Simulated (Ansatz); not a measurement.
**PbS: band-structure calculation (part 2 of 2)**

The same run, continued: PbS (Cmcm, 4 atoms in the cell); DFT, PBE with spin-orbit coupling, plane waves, PAW (Ansatz 0.2.0); cutoff 420 eV, 6×6×6 k-mesh, Fermi–Dirac smearing of 0.02 eV. The structure derives from a Materials Project entry. The geometry comes from this level: r2scan-rvv10.

Geometry of the input (Å; fractional positions):
```
2.0637  -5.8693  0.0000
2.0637  5.8693  0.0000
0.0000  0.0000  4.2604
Pb 0.8723  0.1277  0.7500
Pb 0.1277  0.8723  0.2500
S  0.6437  0.3563  0.7500
S  0.3563  0.6437  0.2500
```

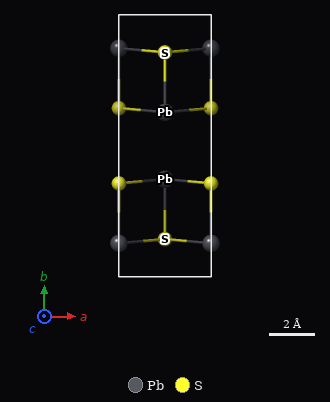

**Figure 1.** The input geometry (ball-and-stick view of the cell 2 times as large as that of the calculation, set on its symmetry axes, along the c axis).

What the program printed, continued:
```
--- Per-component energies (eV) ---
  E_band       = -106.782830
  E_kinetic    = 789.617151
  E_local      = -2457.119892  (includes V_loc(G=0)·N_el)
  E_nonlocal   = 758.709283
  E_hartree    = 959.051638
  E_xc         = -636.437219
  E_vxc        = -440.546811  (∫ρ·V_xc dr)
  E_paw        = -22088.197645  (= ΣΔE_a)
  E_vpaw       = -675.544677  (= ΣTr[D̂ρ^β])
  E_aug_tail   = 0.000096  (compensation charges beyond the density's cutoff)
  E_ewald      = -3021.569328
  E_smearing   = -0.000000  (= −TS)
  E_closure    = -0.000000  (closes the sum)
  Σ components = -25695.945914   (vs F -25695.945914, Δ=0.00e0)
--- Forces (eV/Å), atoms counted from 1 ---
  atom   1  Pb     0.00000000    -0.00980954     0.00000000
  atom   2  Pb     0.00000000     0.00980954     0.00000000
  atom   3  S      0.00000000     0.05008342     0.00000000
  atom   4  S      0.00000000    -0.05008342     0.00000000
  max |Σ_I F_I| component: 0.00e0 eV/Å
--- Stress (GPa, compression-positive) ---
        1.941184       0.000000       0.000000
        0.000000       1.931885       0.000000
        0.000000       0.000000       1.808169
  P = ⅓ Tr σ = 1.8937 GPa (18.937 kbar)
--- Band table (eV; the first three rows and the last of 52) ---
  k-point 0: bands = ["-9.7594", "-9.7594", "-9.7591", "-9.7591", "-9.7567", "-9.7567", "-9.7471", "-9.7471", "-7.2986", "-7.2986", "-7.2220", "-7.2220", "-7.2023", "-7.2023", "-7.1969", "-7.1969", "-7.1680", "-7.1680", "-7.1210", "-7.1210", "-5.2354", "-5.2354", "-3.3416", "-3.3416", "1.2449", "1.2449", "2.0869", "2.0869", "3.4717", "3.4717", "4.7715", "4.7715", "5.4850", "5.4850", "6.0134", "6.0134", "6.3761", "6.3761", "7.3214", "7.3214", "11.8111", "11.8111", "12.1125", "12.1125", "12.6920", "12.6920", "13.3092", "13.3092", "13.8557", "13.8557"]
  k-point 1: bands = ["-9.7579", "-9.7579", "-9.7571", "-9.7571", "-9.7561", "-9.7561", "-9.7469", "-9.7469", "-7.2874", "-7.2874", "-7.2238", "-7.2238", "-7.1985", "-7.1985", "-7.1943", "-7.1943", "-7.1668", "-7.1668", "-7.1290", "-7.1290", "-5.0766", "-5.0766", "-3.3613", "-3.3613", "0.7965", "0.7965", "1.7086", "1.7086", "3.6257", "3.6257", "5.2202", "5.2202", "5.6950", "5.6950", "6.2280", "6.2280", "6.7047", "6.7047", "7.1705", "7.1705", "11.1006", "11.1006", "11.6387", "11.6387", "12.6097", "12.6097", "12.7663", "12.7663", "13.3145", "13.3145"]
  k-point 2: bands = ["-9.7570", "-9.7570", "-9.7559", "-9.7559", "-9.7509", "-9.7509", "-9.7460", "-9.7460", "-7.2625", "-7.2625", "-7.2294", "-7.2294", "-7.1958", "-7.1958", "-7.1805", "-7.1805", "-7.1690", "-7.1690", "-7.1455", "-7.1455", "-4.6304", "-4.6304", "-3.5380", "-3.5380", "0.2207", "0.2207", "0.9113", "0.9113", "4.1540", "4.1540", "5.6082", "5.6082", "6.1857", "6.1857", "6.6600", "6.6600", "7.1168", "7.1168", "7.4743", "7.4743", "9.8895", "9.8895", "10.3298", "10.3298", "11.2408", "11.2408", "11.6380", "11.6380", "13.1159", "13.1159"]
  k-point 51: bands = ["-9.7635", "-9.7635", "-9.7635", "-9.7635", "-9.7378", "-9.7378", "-9.7378", "-9.7378", "-7.2409", "-7.2409", "-7.2409", "-7.2409", "-7.1860", "-7.1860", "-7.1860", "-7.1860", "-7.1511", "-7.1511", "-7.1511", "-7.1511", "-3.9605", "-3.9605", "-3.9605", "-3.9605", "-0.2079", "-0.2079", "-0.2079", "-0.2079", "6.5502", "6.5502", "6.5502", "6.5502", "6.6613", "6.6613", "6.6613", "6.6613", "7.3246", "7.3246", "7.3246", "7.3246", "9.4001", "9.4001", "9.4001", "9.4001", "10.8561", "10.8561", "10.8561", "10.8561", "11.8699", "11.8699"]
```

File rho_z.tsv:
```
# z_ang	rho[e/angstrom^3]	m_x[e/angstrom^3]	m_y[e/angstrom^3]	m_z[e/angstrom^3]	m_norm[e/angstrom^3]
# format = ansatz-planar-average/11
# lattice	2.063748415	-5.869275683	0.000000000
# lattice	2.063748415	5.869275683	0.000000000
# lattice	0.000000000	0.000000000	4.260442370
# sites	4
# site	82	2.063748415	-4.369995739	3.195331778
# site	82	2.063748415	4.369995739	1.065110593
# site	16	2.063748415	-1.686594927	3.195331778
# site	16	2.063748415	1.686594927	1.065110593
0.000000	1.787992e-1	0.000000e0	0.000000e0	0.000000e0	0.000000e0
0.142015	1.926250e-1	0.000000e0	0.000000e0	0.000000e0	0.000000e0
0.284029	2.350513e-1	0.000000e0	0.000000e0	0.000000e0	0.000000e0
0.426044	3.053680e-1	0.000000e0	0.000000e0	0.000000e0	0.000000e0
0.568059	3.959278e-1	0.000000e0	0.000000e0	0.000000e0	0.000000e0
0.710074	4.917996e-1	0.000000e0	0.000000e0	0.000000e0	0.000000e0
0.852088	5.740200e-1	0.000000e0	0.000000e0	0.000000e0	0.000000e0
0.994103	6.224759e-1	0.000000e0	0.000000e0	0.000000e0	0.000000e0
1.136118	6.224759e-1	0.000000e0	0.000000e0	0.000000e0	0.000000e0
1.278133	5.740200e-1	0.000000e0	0.000000e0	0.000000e0	0.000000e0
1.420147	4.917996e-1	0.000000e0	0.000000e0	0.000000e0	0.000000e0
1.562162	3.959278e-1	0.000000e0	0.000000e0	0.000000e0	0.000000e0
1.704177	3.053680e-1	0.000000e0	0.000000e0	0.000000e0	0.000000e0
1.846192	2.350513e-1	0.000000e0	0.000000e0	0.000000e0	0.000000e0
1.988206	1.926250e-1	0.000000e0	0.000000e0	0.000000e0	0.000000e0
2.130221	1.787992e-1	0.000000e0	0.000000e0	0.000000e0	0.000000e0
2.272236	1.926250e-1	0.000000e0	0.000000e0	0.000000e0	0.000000e0
2.414251	2.350513e-1	0.000000e0	0.000000e0	0.000000e0	0.000000e0
2.556265	3.053680e-1	0.000000e0	0.000000e0	0.000000e0	0.000000e0
2.698280	3.959278e-1	0.000000e0	0.000000e0	0.000000e0	0.000000e0
2.840295	4.917996e-1	0.000000e0	0.000000e0	0.000000e0	0.000000e0
2.982310	5.740200e-1	0.000000e0	0.000000e0	0.000000e0	0.000000e0
3.124324	6.224759e-1	0.000000e0	0.000000e0	0.000000e0	0.000000e0
3.266339	6.224759e-1	0.000000e0	0.000000e0	0.000000e0	0.000000e0
3.408354	5.740200e-1	0.000000e0	0.000000e0	0.000000e0	0.000000e0
3.550369	4.917996e-1	0.000000e0	0.000000e0	0.000000e0	0.000000e0
3.692383	3.959278e-1	0.000000e0	0.000000e0	0.000000e0	0.000000e0
3.834398	3.053680e-1	0.000000e0	0.000000e0	0.000000e0	0.000000e0
3.976413	2.350513e-1	0.000000e0	0.000000e0	0.000000e0	0.000000e0
4.118428	1.926250e-1	0.000000e0	0.000000e0	0.000000e0	0.000000e0
```

File v_z.tsv:
```
# z_ang	v_es[eV]	v_tot[eV]	b_x[eV]	b_y[eV]	b_z[eV]
# format = ansatz-planar-average/11
# xc	pbe
# density_cutoff_ev	1680
# datasets	Pb=:simpson_from_first_knot:soft	S=:simpson_from_first_knot:soft
# lattice	2.063748415	-5.869275683	0.000000000
# lattice	2.063748415	5.869275683	0.000000000
# lattice	0.000000000	0.000000000	4.260442370
# sites	4
# site	82	2.063748415	-4.369995739	3.195331778
# site	82	2.063748415	4.369995739	1.065110593
# site	16	2.063748415	-1.686594927	3.195331778
# site	16	2.063748415	1.686594927	1.065110593
0.000000	8.669595e0	4.438659e-2	0.000000e0	0.000000e0	0.000000e0
0.142015	8.172609e0	-5.564380e-1	0.000000e0	0.000000e0	0.000000e0
0.284029	6.860927e0	-2.147876e0	0.000000e0	0.000000e0	0.000000e0
0.426044	5.130083e0	-4.276254e0	0.000000e0	0.000000e0	0.000000e0
0.568059	3.491926e0	-6.369003e0	0.000000e0	0.000000e0	0.000000e0
0.710074	2.323802e0	-8.007914e0	0.000000e0	0.000000e0	0.000000e0
0.852088	1.678535e0	-9.053090e0	0.000000e0	0.000000e0	0.000000e0
0.994103	1.414112e0	-9.542818e0	0.000000e0	0.000000e0	0.000000e0
1.136118	1.414112e0	-9.542818e0	0.000000e0	0.000000e0	0.000000e0
1.278133	1.678535e0	-9.053090e0	0.000000e0	0.000000e0	0.000000e0
1.420147	2.323802e0	-8.007914e0	0.000000e0	0.000000e0	0.000000e0
1.562162	3.491926e0	-6.369003e0	0.000000e0	0.000000e0	0.000000e0
1.704177	5.130083e0	-4.276254e0	0.000000e0	0.000000e0	0.000000e0
1.846192	6.860927e0	-2.147876e0	0.000000e0	0.000000e0	0.000000e0
1.988206	8.172609e0	-5.564380e-1	0.000000e0	0.000000e0	0.000000e0
2.130221	8.669595e0	4.438659e-2	0.000000e0	0.000000e0	0.000000e0
2.272236	8.172609e0	-5.564380e-1	0.000000e0	0.000000e0	0.000000e0
2.414251	6.860927e0	-2.147876e0	0.000000e0	0.000000e0	0.000000e0
2.556265	5.130083e0	-4.276254e0	0.000000e0	0.000000e0	0.000000e0
2.698280	3.491926e0	-6.369003e0	0.000000e0	0.000000e0	0.000000e0
2.840295	2.323802e0	-8.007914e0	0.000000e0	0.000000e0	0.000000e0
2.982310	1.678535e0	-9.053090e0	0.000000e0	0.000000e0	0.000000e0
3.124324	1.414112e0	-9.542818e0	0.000000e0	0.000000e0	0.000000e0
3.266339	1.414112e0	-9.542818e0	0.000000e0	0.000000e0	0.000000e0
3.408354	1.678535e0	-9.053090e0	0.000000e0	0.000000e0	0.000000e0
3.550369	2.323802e0	-8.007914e0	0.000000e0	0.000000e0	0.000000e0
3.692383	3.491926e0	-6.369003e0	0.000000e0	0.000000e0	0.000000e0
3.834398	5.130083e0	-4.276254e0	0.000000e0	0.000000e0	0.000000e0
3.976413	6.860927e0	-2.147876e0	0.000000e0	0.000000e0	0.000000e0
4.118428	8.172609e0	-5.564380e-1	0.000000e0	0.000000e0	0.000000e0
```

Results in brief:

```csv
quantity,value
outcome,converged
space group (tolerance 0.01 Å),Cmcm (63)
electrons treated,40
free energy,−25695.9459 eV
Fermi energy,8.329 eV
gap on the k-point mesh,0.88 eV
net moment of the cell,0.00 μB
integrated absolute moment,0.00 μB
pressure,1.89 GPa
largest force (length of the vector),0.050 eV/Å
hardware,"4 threads of Intel Xeon (Granite Rapids), 64 GiB of memory available, shared host"
wall time,9.8 s (CPU time 36 s)
peak memory,0.97 GiB
```
